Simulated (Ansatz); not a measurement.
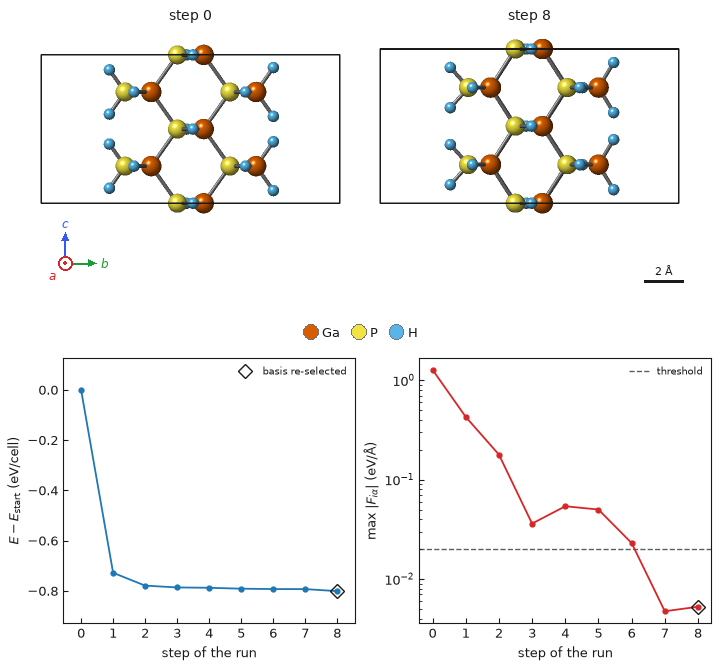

First and last geometry of a relaxation of a wire of composition GaPH2, with the history of the run. Style: ball-and-stick. Shown: the 2 repeat of the cell, with the vacuum cut short, along the a axis.

Case: wire along [1 1 0], 10 atoms a period, capped with H.

The calculation used DFT PBE, scalar-relativistic, plane waves, PAW (Ansatz 0.2.0).

The input:
```yaml
crystal:
  lattice:
    - [17.4, 0.0, 0.0]
    - [0.0, 17.9, 0.0]
    - [0.0, 0.0, 3.8926748904]
  atoms:
    - { symbol: Ga, position: [0.5559292369, 0.5360241862, 0.0] }
    - { symbol: P, position: [0.5559292369, 0.6129106893, 0.5] }
    - { symbol: P, position: [0.5559292369, 0.3053646768, 0.5] }
    - { symbol: Ga, position: [0.4440707631, 0.6897971924, 0.5] }
    - { symbol: Ga, position: [0.4440707631, 0.3822511799, 0.5] }
    - { symbol: P, position: [0.6677877108, 0.4591376831, 0.0] }
    - { symbol: Ga, position: [0.6677877108, 0.3822511799, 0.5] }
    - { symbol: P, position: [0.4440707631, 0.4591376831, 0.0] }
    - { symbol: Ga, position: [0.3322122892, 0.5360241862, 0.0] }
    - { symbol: P, position: [0.3322122892, 0.6129106893, 0.5] }
    - { symbol: H, position: [0.6225628659, 0.6587116604, 0.5] }
    - { symbol: H, position: [0.5559292369, 0.2595637057, 0.2021520734] }
    - { symbol: H, position: [0.5559292369, 0.2595637057, 0.7978479266] }
    - { symbol: H, position: [0.4440707631, 0.7404362943, 0.8293107357] }
    - { symbol: H, position: [0.4440707631, 0.7404362943, 0.1706892643] }
    - { symbol: H, position: [0.3703983704, 0.3316120781, 0.5] }
    - { symbol: H, position: [0.7344213398, 0.5049386541, 0.0] }
    - { symbol: H, position: [0.7414601034, 0.3316120781, 0.5] }
    - { symbol: H, position: [0.2585398966, 0.4853850844, 0.0] }
    - { symbol: H, position: [0.2655786602, 0.6587116604, 0.5] }
basis:
  ecutwfc: 420
kpoints:
  mp_grid: { grid: [1, 1, 9] }
hamiltonian:
  xc: pbe
scf:
  occupations: { method: gaussian, width: 0.05 }
output:
  forces: true
  stress: true
  eigenvalues: true
  populations: true
  write_density: true
  write_potential: true
  elf: true
  volumetric_format: npy
relax:
  adjacent_minimum: "off"
  f_tol: 0.02
  max_steps: 45
  cell: { fix: [a, b, alpha, beta, gamma], stress_tol: 0.03 }
```

Command:
```bash
ansatz run input.yaml --threads 4 --pin off --max-ram 11264MiB --backend cpu --events-out ev --progress --plain --runs-dir out
```

> Read the history and describe the run.

It converged. After 7 accepted moves (8 points after the start) the energy has fallen by 0.801 eV per cell of the calculation. Largest force component: 1.3 eV/Å at the start, 0.0053 eV/Å at the end. At 1 point the geometry stayed and the basis and grid were re-selected for the new cell (energy shift of 8.2 meV per cell of the calculation at most each time). The largest move relative to the layer's centre is that of H11, 0.25 Å. By element the largest moves are H 0.25 Å, P 0.23 Å, Ga 0.20 Å. Along the periodic axis the drawn cell goes c 7.785 → 8.096 Å (+4.0 %). Some distances before and after: P3–Ga5 2.384 → 2.459 Å, P2–Ga4 2.384 → 2.447 Å, Ga9–P10 2.384 → 2.422 Å, Ga4–H14 1.570 → 1.535 Å. Bond angles that change, for instance: P2–Ga4–P10 109.5° → 94.8°, H12–P3–H13 109.5° → 96.0°, Ga5–P3–Ga7 109.5° → 122.6°.

```
step  E − E(0), meV/atom  largest force component, eV/Å                      note
   0                0.00                         1.2723                          
   1              -36.38                         0.4277                          
   2              -38.93                         0.1786                          
   3              -39.30                         0.0361                          
   4              -39.36                         0.0540                          
   5              -39.54                         0.0500                          
   6              -39.62                         0.0230                          
   7              -39.62                         0.0047                          
   8              -40.03                         0.0053  same geometry, new basis
```
